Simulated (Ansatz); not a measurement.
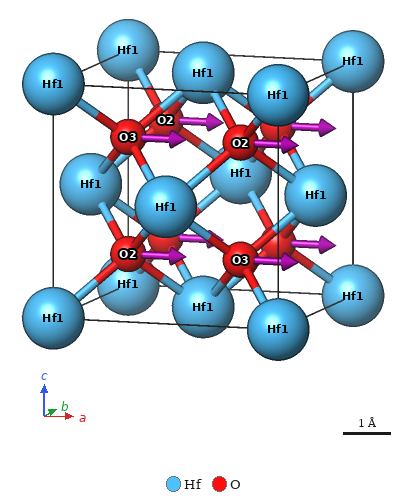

The lowest optical mode of crystalline HfO2, space group Fm-3m (No. 225), at the zone centre. Displacements are drawn as purple arrows; their common scale and sign are arbitrary. Style: ball-and-stick. Shown: the conventional cell (4 times the calculation's cell), slightly off an axis. Lengths and directions refer to the drawn axes.

Computed with DFT PBE, scalar-relativistic, plane waves, PAW (Ansatz).

Input file:
```yaml
crystal:
  lattice:
    - [0.0, 2.5488057759, 2.5488057759]
    - [2.5488057759, 0.0, 2.5488057759]
    - [2.5488057759, 2.5488057759, 0.0]
  atoms:
    - { symbol: Hf, position: [0.0, 0.0, 0.0] }
    - { symbol: O, position: [0.25, 0.25, 0.25] }
    - { symbol: O, position: [0.75, 0.75, 0.75] }
basis:
  ecutwfc: 420
kpoints:
  mp_grid: { grid: [8, 8, 8] }
hamiltonian:
  xc: pbe
scf:
  occupations: { method: fixed }
output:
  eigenvalues: true
phonons:
  method: dfpt
  dielectric: true
  rigid_motions: translations
  eigenvectors: true
```

Launched with:
```bash
ansatz run input.yaml --threads 1 --pin off --max-ram 2560MiB --backend cpu --events-out ev --progress --plain --runs-dir out
```

Frequencies are those without the non-analytic (LO–TO) term.

Q: Is the structure stable against all modes at this point?

A: Yes: this softest mode has a real frequency, and so have all others here. That speaks for this wave vector alone: the rest of the zone wasn't checked in this run. This is the T₁u mode (triply degenerate; one member of the set is drawn) at 216 cm⁻¹, the lowest optical level, infrared-active by symmetry. The O sublattice moves against the Hf sublattice, along a; the kinetic energy is shared as O 85 %, Hf 15 %. Its infrared intensity is 78 (D/Å)²/amu for the set. The value is the transverse one; the longitudinal partner lies at 603 cm⁻¹.
